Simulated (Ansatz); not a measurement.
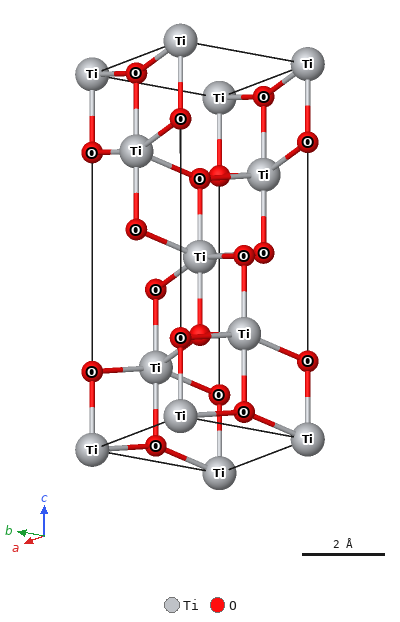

**Figure 1.** The structure as given in the input (ball-and-stick view of the cell 2 times as large as that of the calculation, set on its symmetry axes, seen at an oblique angle). Near neighbours in the crystal (not all of them lie inside the picture): Ti has 6 O at 1.93 to 1.98 Å; O has 3 Ti at 1.93 to 1.98 Å.

**Geometry relaxation of TiO2 (part 1 of 2)**

TiO2 (I4₁/amd, 6 atoms in the cell), computed with DFT PBE+D3(BJ), scalar-relativistic, plane waves, PAW, no spin polarisation (Ansatz 0.2.0).

The structure derives from an entry of the Crystallography Open Database.

The program's output
```
basis.fft_grid_basis auto: the FFT boxes are laid along the combinations [[1, 0, 1], [0, 1, 1], [0, 0, 1]] of the cell's own vectors, 3.784, 3.784 and 5.458 Å long. The dense box has 27×27×40 points. Along the cell's own vectors, as sized, it would have 40×40×40, 2.19 times as many. Of the 16 symmetry operations that the crystal satisfies within crystal.symmetry.tolerance (time reversal apart; of a slab, those that keep its plane) the dense box along the cell's own vectors carries 16, and the one as laid loses 14 of those. basis.fft_grid_basis: typed keeps the cell's own vectors: state it where this run's energies or levels are differenced outside the engine with another run's, or held beside a run that keeps those vectors.
Engine: ansatz 0.2.0, x86_64-unknown-linux-gnu
Pseudopotentials: kind: paw
Pseudopotential: Ti, paw, valence charge 12, recommended cutoff 420 eV (normal), Ti.paw.azcp
Pseudopotential: O, paw, valence charge 6, recommended cutoff 420 eV (normal), O.paw.azcp
Functional definition: PBE
  parameter kappa = 0.804
  parameter beta = 0.06672455060314922
  exchange = pbe_x(kappa = kappa, mu = beta*pi^2/3)
  correlation = pbe_c(beta = beta)
Crystal: 6 atoms, lattice volume = 68.125 Å³
Basis set: ecut = 420 eV, 1315 PW (Γ), FFT grids on a1+a3, a2+a3, a3, exchange–correlation on 54×54×80 points (8 copies of the dense FFT grid, shifted against one another)
Bands: 30, of which v1, the nominal top of the filled ones, is band 24 counted from 1 (23 counted from 0)
Symmetry: 16 space group operations
Space group: I41/amd (ITA 141), of the structure as read, at distance tolerance 4.1e-5 Å
k-points: 102 of 1000
Non-local potential: Ti, projectors of the file, l = 0: 3, l = 1: 2, l = 2: 3, l = 3: 1
Non-local potential: O, projectors of the file, l = 0: 2, l = 1: 2, l = 2: 1
PAW form: soft (Blöchl's): semilocal exchange-correlation on the pseudo side does not see the compensation charge
PAW one-centre angular grid: Ti, 590 points (default); XC on 64 Gauss nodes
PAW one-centre angular grid: O, 110 points (default); XC on 64 Gauss nodes
Initial density: superposition of atomic densities (neutral atoms: chi_scale 0, normalization atom), corrected by the library's trained network
Initial wavefunctions: pseudopotential atomic-orbital guess
Functional: x = pbe(κ = 0.804, μ = 0.2195149727645171), c = pbe(β = 0.06672455060314922)
SCF iter   1: F=—  HF=-7278.825184 eV  |F-HF|=—  |Δ(HF+E_count)|=         —  Δρ=3.44e-3  dr2=3.13e-3  ethr=1.77e-3  ⟨swp⟩=5.5  Hψ=12754  notcnv=0
preconditioner: auto → none  [insulator: Δε(μ)=2.152 eV  Ē_g=9.665 eV  σ=0.020 eV  W_gap=1.00  n_scr=14 (ndim 8)  ℏωp=25.4 eV  f_vac=0.102  D(μ)=0.00/eV (n_scr^D=0)  ε∞_Penn≈7.9]
SCF iter   2: F=—  HF=-7278.826829 eV  |F-HF|=—  |Δ(HF+E_count)|=   1.65e-3  Δρ=2.62e-3  dr2=3.47e-3  ethr=6.53e-6  ⟨swp⟩=2.9  Hψ=6680  notcnv=0  defer=169
SCF iter   3: F=—  HF=-7278.826697 eV  |F-HF|=—  |Δ(HF+E_count)|=   1.33e-4  Δρ=1.47e-3  dr2=1.01e-3  ethr=6.53e-6  ⟨swp⟩=2.0  Hψ=4949  notcnv=0  defer=169
SCF iter   4: F=—  HF=-7278.826811 eV  |F-HF|=—  |Δ(HF+E_count)|=   1.14e-4  Δρ=6.33e-4  dr2=1.75e-4  ethr=2.11e-6  ⟨swp⟩=2.1  Hψ=3514  notcnv=0  defer=169
SCF iter   5: F=—  HF=-7278.826848 eV  |F-HF|=—  |Δ(HF+E_count)|=   3.68e-5  Δρ=1.36e-4  dr2=8.05e-6  ethr=3.64e-7  ⟨swp⟩=2.0  Hψ=3777  notcnv=0  defer=169
SCF iter   6: F=—  HF=-7278.826709 eV  |F-HF|=—  |Δ(HF+E_count)|=   1.38e-4  Δρ=1.25e-5  dr2=2.56e-8  ethr=2.08e-10  ⟨swp⟩=7.0  Hψ=15280  notcnv=0
SCF iter   7: F=-7278.826709 eV  HF=-7278.826709 eV  |F-HF|=1.82e-10  |Δ(HF+E_count)|=   5.98e-8  Δρ=1.40e-6  dr2=7.94e-10  ethr=5.34e-11  ⟨swp⟩=1.9  Hψ=10101  notcnv=0
SCF 1 converged in 7 iterations: F = -7278.826709 eV  dr2 = 7.94e-10
  greatest PAW one-centre occupation: 0.999 electrons in one spin orbital (limit 2), on the Ti atom at site 1 (counted from 0), in its partial waves of l = 0
relax step   1: F+E_penalty+E_count = -7278.82670934 eV  Δ(F+E_penalty+E_count) = +0.000e0 eV  max|allowed force component| = 1.086e-1 eV/Å  Δτ_max = 0.0000 Å  P = +1.702 GPa  Ω = 68.125 Å³  (7 SCF iters, dr2 threshold 1.00e-7 eV, accepted)
Crystal: 6 atoms, lattice volume = 68.469 Å³
Basis set: ecut = 420 eV, 1323 PW (Γ), FFT grids on a1+a3, a2+a3, a3, exchange–correlation on 54×54×80 points (8 copies of the dense FFT grid, shifted against one another)
Initial density: handed on by an earlier stage of this run
Initial wavefunctions: those handed on with the density
iter 1 solved again at ethr=1.51e-6 eV; its pass at ethr=3.10e-3 eV (dr2=7.24e-4 eV) is discarded
SCF iter   1: F=—  HF=-7278.828544 eV  |F-HF|=—  |Δ(HF+E_count)|=         —  Δρ=1.01e-3  dr2=6.14e-4  ethr=1.51e-6  ⟨swp⟩=2.0  Hψ=17086  notcnv=0
preconditioner: auto → none  [insulator: Δε(μ)=2.116 eV  Ē_g=9.607 eV  σ=0.020 eV  W_gap=1.00  n_scr=14 (ndim 8)  ℏωp=25.4 eV  f_vac=0.103  D(μ)=0.00/eV (n_scr^D=0)  ε∞_Penn≈8.0]
SCF iter   2: F=—  HF=-7278.828462 eV  |F-HF|=—  |Δ(HF+E_count)|=   8.22e-5  Δρ=8.81e-4  dr2=5.19e-4  ethr=1.28e-6  ⟨swp⟩=2.0  Hψ=4692  notcnv=0
SCF iter   3: F=—  HF=-7278.828238 eV  |F-HF|=—  |Δ(HF+E_count)|=   2.24e-4  Δρ=3.43e-4  dr2=8.16e-5  ethr=1.08e-6  ⟨swp⟩=2.1  Hψ=4331  notcnv=0
SCF iter   4: F=—  HF=-7278.828226 eV  |F-HF|=—  |Δ(HF+E_count)|=   1.18e-5  Δρ=1.01e-4  dr2=6.54e-6  ethr=1.70e-7  ⟨swp⟩=2.1  Hψ=3884  notcnv=0
SCF iter   5: F=-7278.828227 eV  HF=-7278.828227 eV  |F-HF|=9.44e-8  |Δ(HF+E_count)|=   2.94e-7  Δρ=1.58e-5  dr2=8.88e-8  ethr=1.25e-9  ⟨swp⟩=3.0  Hψ=11893  notcnv=0
SCF 2 converged in 5 iterations: F = -7278.828227 eV  dr2 = 8.88e-8
relax step   2: F+E_penalty+E_count = -7278.82822667 eV  Δ(F+E_penalty+E_count) = -1.517e-3 eV  max|allowed force component| = 5.101e-2 eV/Å  Δτ_max = 0.0009 Å  P = +0.498 GPa  Ω = 68.469 Å³  energy of the carried Pulay correction = -1.458e-3 eV  (5 SCF iters, dr2 threshold 6.00e-7 eV, accepted)
Crystal: 6 atoms, lattice volume = 68.619 Å³
iter 1 solved again at ethr=3.57e-7 eV; its pass at ethr=3.10e-3 eV (dr2=1.71e-4 eV) is discarded
SCF iter   1: F=—  HF=-7278.828335 eV  |F-HF|=—  |Δ(HF+E_count)|=         —  Δρ=5.27e-4  dr2=1.65e-4  ethr=3.57e-7  ⟨swp⟩=2.0  Hψ=16947  notcnv=0
preconditioner: auto → none  [insulator: Δε(μ)=2.113 eV  Ē_g=9.594 eV  σ=0.020 eV  W_gap=1.00  n_scr=14 (ndim 8)  ℏωp=25.4 eV  f_vac=0.103  D(μ)=0.00/eV (n_scr^D=0)  ε∞_Penn≈8.0]
SCF iter   2: F=—  HF=-7278.828154 eV  |F-HF|=—  |Δ(HF+E_count)|=   1.81e-4  Δρ=3.86e-4  dr2=9.53e-5  ethr=3.45e-7  ⟨swp⟩=2.0  Hψ=4692  notcnv=0
SCF iter   3: F=—  HF=-7278.828145 eV  |F-HF|=—  |Δ(HF+E_count)|=   9.47e-6  Δρ=2.41e-4  dr2=4.08e-5  ethr=1.98e-7  ⟨swp⟩=2.1  Hψ=4637  notcnv=0
SCF iter   4: F=—  HF=-7278.828139 eV  |F-HF|=—  |Δ(HF+E_count)|=   5.98e-6  Δρ=9.96e-5  dr2=6.67e-6  ethr=8.49e-8  ⟨swp⟩=2.0  Hψ=3541  notcnv=0
SCF iter   5: F=-7278.828138 eV  HF=-7278.828138 eV  |F-HF|=1.79e-7  |Δ(HF+E_count)|=   8.63e-7  Δρ=2.02e-5  dr2=2.77e-7  ethr=1.25e-9  ⟨swp⟩=3.2  Hψ=11682  notcnv=0
SCF 3 converged in 5 iterations: F = -7278.828138 eV  dr2 = 2.77e-7
relax step   3: F+E_penalty+E_count = -7278.82813763 eV  Δ(F+E_penalty+E_count) = +8.903e-5 eV  max|allowed force component| = 8.469e-3 eV/Å  Δτ_max = 0.0008 Å  P = -0.043 GPa  Ω = 68.619 Å³  energy of the carried Pulay correction = -2.093e-3 eV  (5 SCF iters, dr2 threshold 6.00e-7 eV, accepted)
Crystal: 6 atoms, lattice volume = 68.608 Å³
iter 1 solved again at ethr=1.69e-8 eV; its pass at ethr=3.10e-3 eV (dr2=8.13e-6 eV) is discarded
SCF iter   1: F=—  HF=-7278.828401 eV  |F-HF|=—  |Δ(HF+E_count)|=         —  Δρ=2.05e-4  dr2=1.67e-5  ethr=1.69e-8  ⟨swp⟩=3.0  Hψ=18217  notcnv=0
preconditioner: auto → none  [insulator: Δε(μ)=2.118 eV  Ē_g=9.597 eV  σ=0.020 eV  W_gap=1.00  n_scr=14 (ndim 8)  ℏωp=25.4 eV  f_vac=0.103  D(μ)=0.00/eV (n_scr^D=0)  ε∞_Penn≈8.0]
SCF iter   2: F=—  HF=-7278.828249 eV  |F-HF|=—  |Δ(HF+E_count)|=   1.52e-4  Δρ=8.62e-5  dr2=3.51e-6  ethr=1.69e-8  ⟨swp⟩=2.0  Hψ=4692  notcnv=0
SCF iter   3: F=—  HF=-7278.828250 eV  |F-HF|=—  |Δ(HF+E_count)|=   8.95e-7  Δρ=1.08e-4  dr2=7.94e-6  ethr=7.31e-9  ⟨swp⟩=2.2  Hψ=5073  notcnv=0  recentre
SCF iter   4: F=-7278.828249 eV  HF=-7278.828249 eV  |F-HF|=2.65e-9  |Δ(HF+E_count)|=   1.42e-6  Δρ=1.36e-5  dr2=6.55e-8  ethr=1.42e-10  ⟨swp⟩=3.9  Hψ=13459  notcnv=0
SCF 4 converged in 4 iterations: F = -7278.828249 eV  dr2 = 6.55e-8
relax step   4: F+E_penalty+E_count = -7278.82824892 eV  Δ(F+E_penalty+E_count) = -1.113e-4 eV  max|allowed force component| = 2.898e-3 eV/Å  Δτ_max = 0.0004 Å  P = +0.005 GPa  Ω = 68.608 Å³  energy of the carried Pulay correction = -2.047e-3 eV  (4 SCF iters, dr2 threshold 6.84e-8 eV, accepted)
Initial wavefunctions: pseudopotential atomic-orbital guess (no wavefunctions were taken with the density)
iter 1 solved again at ethr=8.29e-9 eV; its pass at ethr=3.10e-3 eV (dr2=3.98e-6 eV) is discarded
SCF iter   1: F=—  HF=-7278.830399 eV  |F-HF|=—  |Δ(HF+E_count)|=         —  Δρ=1.24e-4  dr2=6.78e-7  ethr=8.29e-9  ⟨swp⟩=3.8  Hψ=22046  notcnv=0
preconditioner: auto → none  [insulator: Δε(μ)=2.119 eV  Ē_g=9.597 eV  σ=0.020 eV  W_gap=1.00  n_scr=14 (ndim 8)  ℏωp=25.4 eV  f_vac=0.103  D(μ)=0.00/eV (n_scr^D=0)  ε∞_Penn≈8.0]
SCF iter   2: F=—  HF=-7278.830360 eV  |F-HF|=—  |Δ(HF+E_count)|=   3.90e-5  Δρ=6.41e-5  dr2=6.03e-7  ethr=1.41e-9  ⟨swp⟩=2.0  Hψ=5310  notcnv=0
SCF iter   3: F=—  HF=-7278.830386 eV  |F-HF|=—  |Δ(HF+E_count)|=   2.59e-5  Δρ=4.54e-5  dr2=7.25e-7  ethr=1.26e-9  ⟨swp⟩=2.0  Hψ=4692  notcnv=0
SCF iter   4: F=—  HF=-7278.830395 eV  |F-HF|=—  |Δ(HF+E_count)|=   9.56e-6  Δρ=5.68e-6  dr2=2.66e-9  ethr=1.26e-9  ⟨swp⟩=2.0  Hψ=4179  notcnv=0
SCF iter   5: F=—  HF=-7278.830395 eV  |F-HF|=—  |Δ(HF+E_count)|=   2.95e-7  Δρ=1.36e-6  dr2=4.88e-10  ethr=5.55e-12  ⟨swp⟩=2.0  Hψ=5424  notcnv=0
SCF iter   6: F=—  HF=-7278.830395 eV  |F-HF|=—  |Δ(HF+E_count)|=   4.11e-9  Δρ=3.67e-7  dr2=9.01e-11  ethr=1.02e-12  ⟨swp⟩=2.5  Hψ=5153  notcnv=0
SCF iter   7: F=-7278.830395 eV  HF=-7278.830395 eV  |F-HF|=1.09e-11  |Δ(HF+E_count)|=  2.82e-11  Δρ=1.59e-7  dr2=1.57e-11  ethr=1.00e-12  ⟨swp⟩=4.0  Hψ=8810  notcnv=0
SCF 5 converged in 7 iterations: F = -7278.830395 eV  dr2 = 1.57e-11
relax step   5: F+E_penalty+E_count = -7278.83039541 eV  Δ(F+E_penalty+E_count) = -2.146e-3 eV  max|allowed force component| = 2.788e-3 eV/Å  Δτ_max = 0.0000 Å  P = +0.064 GPa  Ω = 68.608 Å³  stress off target by 1.05e-1 GPa  SCF on the basis re-selected at this cell (its energy is not comparable with the rows above)  (7 SCF iters)
basis re-selected at this cell: Δ(F+E_penalty+E_count) = -2.146e-3 eV, ΔP = +0.059 GPa vs the last step (what re-selecting the basis moved, of the pressure what is left beyond the Pulay correction that the steps carried, after the strain that the cell walked since its last selection, with what the two solves' SCF thresholds leave and, on support functions, any second-order correction that the steps lacked; it is no measure of the basis error at this ecutwfc). This SCF's stress stands 1.05e-1 GPa from its target on what of the cell is left free (relax.cell.stress_tol is 5.00e-2 GPa) and its largest allowed force component is 2.79e-3 eV/Å (relax.f_tol is 5.00e-3 eV/Å): not within both, so this SCF does not close the relaxation
Crystal: 6 atoms, lattice volume = 68.647 Å³
iter 1 solved again at ethr=1.23e-8 eV; its pass at ethr=3.10e-3 eV (dr2=5.89e-6 eV) is discarded
SCF iter   1: F=—  HF=-7278.830402 eV  |F-HF|=—  |Δ(HF+E_count)|=         —  Δρ=1.24e-4  dr2=4.45e-6  ethr=1.23e-8  ⟨swp⟩=3.0  Hψ=18301  notcnv=0
preconditioner: auto → none  [insulator: Δε(μ)=2.122 eV  Ē_g=9.596 eV  σ=0.020 eV  W_gap=1.00  n_scr=14 (ndim 8)  ℏωp=25.4 eV  f_vac=0.103  D(μ)=0.00/eV (n_scr^D=0)  ε∞_Penn≈8.0]
SCF iter   2: F=—  HF=-7278.830252 eV  |F-HF|=—  |Δ(HF+E_count)|=   1.50e-4  Δρ=6.96e-5  dr2=1.78e-6  ethr=9.27e-9  ⟨swp⟩=2.5  Hψ=5140  notcnv=0
SCF iter   3: F=—  HF=-7278.830253 eV  |F-HF|=—  |Δ(HF+E_count)|=   7.28e-7  Δρ=6.84e-5  dr2=3.16e-6  ethr=3.72e-9  ⟨swp⟩=2.0  Hψ=4692  notcnv=0
SCF iter   4: F=-7278.830252 eV  HF=-7278.830252 eV  |F-HF|=5.54e-10  |Δ(HF+E_count)|=   4.45e-7  Δρ=6.55e-6  dr2=1.06e-8  ethr=5.73e-11  ⟨swp⟩=4.0  Hψ=13752  notcnv=0
SCF 6 converged in 4 iterations: F = -7278.830252 eV  dr2 = 1.06e-8
relax step   6: F+E_penalty+E_count = -7278.83025243 eV  Δ(F+E_penalty+E_count) = +1.430e-4 eV  max|allowed force component| = 8.544e-5 eV/Å  Δτ_max = 0.0013 Å  P = +0.002 GPa  Ω = 68.647 Å³  energy of the carried Pulay correction = -1.689e-4 eV  (4 SCF iters, dr2 threshold 2.75e-8 eV, accepted)
iter 1 solved again at ethr=6.06e-9 eV; its pass at ethr=3.10e-3 eV (dr2=2.91e-6 eV) is discarded
SCF iter   1: F=—  HF=-7278.830546 eV  |F-HF|=—  |Δ(HF+E_count)|=         —  Δρ=1.16e-5  dr2=4.21e-8  ethr=6.06e-9  ⟨swp⟩=4.0  Hψ=22402  notcnv=0
SCF iter   2: F=—  HF=-7278.830394 eV  |F-HF|=—  |Δ(HF+E_count)|=   1.51e-4  Δρ=1.35e-5  dr2=1.31e-7  ethr=8.76e-11  ⟨swp⟩=3.0  Hψ=6078  notcnv=0
SCF iter   3: F=—  HF=-7278.830394 eV  |F-HF|=—  |Δ(HF+E_count)|=   2.20e-8  Δρ=3.11e-6  dr2=1.39e-9  ethr=8.76e-11  ⟨swp⟩=2.0  Hψ=4672  notcnv=0
SCF iter   4: F=—  HF=-7278.830394 eV  |F-HF|=—  |Δ(HF+E_count)|=   2.78e-9  Δρ=9.73e-7  dr2=1.35e-10  ethr=2.91e-12  ⟨swp⟩=2.3  Hψ=5068  notcnv=0
SCF iter   5: F=-7278.830394 eV  HF=-7278.830394 eV  |F-HF|=1.82e-12  |Δ(HF+E_count)|=  3.56e-10  Δρ=1.37e-7  dr2=6.49e-12  ethr=1.00e-12  ⟨swp⟩=4.1  Hψ=9856  notcnv=0
SCF 7 converged in 5 iterations: F = -7278.830394 eV  dr2 = 6.49e-12
relax step   7: F+E_penalty+E_count = -7278.83039429 eV  Δ(F+E_penalty+E_count) = -1.419e-4 eV  max|allowed force component| = 8.812e-5 eV/Å  Δτ_max = 0.0000 Å  P = +0.004 GPa  Ω = 68.647 Å³  stress off target by 1.44e-2 GPa  SCF on the basis re-selected at this cell (its energy is not comparable with the rows above)  (5 SCF iters)
```

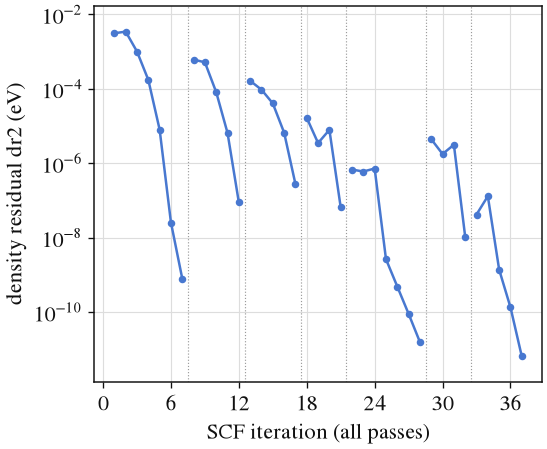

**Figure 2.** Convergence of the self-consistent field: density residual dr2 against the SCF iteration. The dotted lines part the SCF passes of the relaxation: geometry steps, rejected trials and re-solves on a re-selected basis. The 7 passes take 4 to 7 iterations each, 37 in all.
